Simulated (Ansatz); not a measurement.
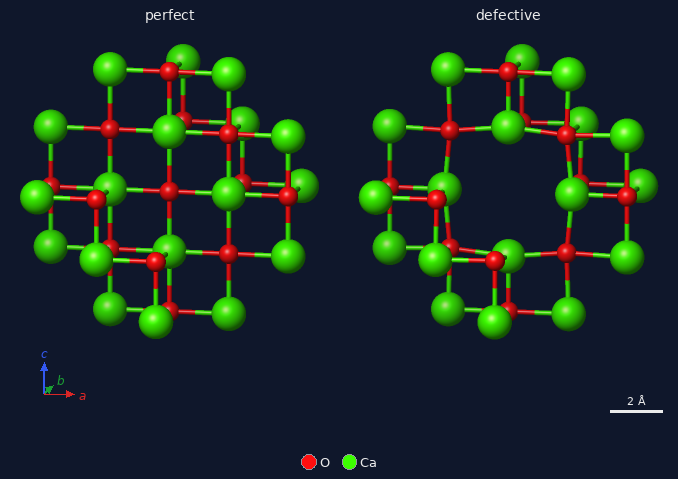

Left: perfect CaO. Right: the same region with one point defect, after relaxing the atoms in a supercell of 64 sites. Style: ball-and-stick. Shown: the atoms within 5.4 Å of one point, in a slice 4.2 Å thick across the line of sight, slightly off an axis.

The calculation used DFT, PBEsol, PAW, plane waves in Ansatz 0.2.0. Set-up: plane-wave cutoff 420 eV; k-point mesh 1 × 1 × 1; mesh shifted by (0.25, 0.25, 0.25); no spin polarisation. Fermi-Dirac smearing of 0.01 eV. A uniform background neutralises the charged cell. The axes drawn are those of the host's conventional cell.

What kind of defect was made?

An oxygen atom is taken out (a vacancy).

The charge state of the cell is +2.

How does the lattice respond?

Around the empty O site the host had 6 Ca at 2.38 Å; after relaxation the nearest atoms are 6 Ca at 2.56 to 2.57 Å. Of the host's atoms, a calcium atom moves furthest from its site, by 0.18 Å.

Limits of the set-up: the cell is charged, on a uniform background, and energies carry no finite-size correction.
